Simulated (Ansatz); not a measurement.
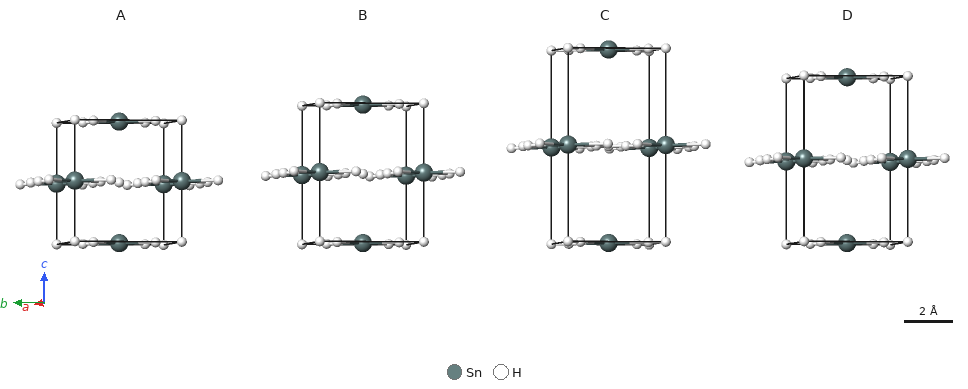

4 geometries from one relaxation of a crystal of SnH5 (a generated structure, set up in I4/mmm) (coarse preliminary run), in shuffled order. Style: ball-and-stick. Shown: the conventional cell (2 times the calculation's cell), from a free direction. Lengths and directions refer to the drawn axes.

These are results of DFT PBE, scalar-relativistic, plane waves, PAW (Ansatz 0.2.0), not measurements. Set-up: plane-wave cutoff 420 eV; k-point mesh 6 × 6 × 6; occupations gaussian; smearing width 0.1 eV; no spin polarisation; cell and atoms relaxed; force threshold 0.04 eV/Å; at most 70 steps.

### Order the frames from highest to lowest energy.

C, D, B, A. They are steps 0, 3, 6, 13, at +309 meV per atom, +28.4 meV per atom, +13.3 meV per atom relative to the last. The largest moves relative to the cell, 0.37 Å, are those of H atoms. Sn stays in place. Cell: a = b 4.177 → 4.570 Å (+9.4 %), c 8.152 → 5.118 Å (−37.2 %). Volume −24.9 %. Some distances before and after: H–H 0.898 → 1.355 Å, H–Sn 2.055 → 1.876 Å. The space group stays I4/mmm (No. 139). After 11 accepted moves (13 points after the start) the energy has fallen by 309 meV per atom. Largest force component: 2.4 eV/Å at the start, 0.0034 eV/Å at the end. The pressure goes from 8.02 to −0.05 GPa. The line search rejected the trial step at point 11 of the run. The SCF was repeated once at an unchanged geometry on a basis and grid sized afresh for the cell, which shifted the energy by 0.7 meV per atom at most. The run took 28 s on 1 thread of Arm Neoverse V2, with other jobs on the host, peak memory 0.35 GiB.
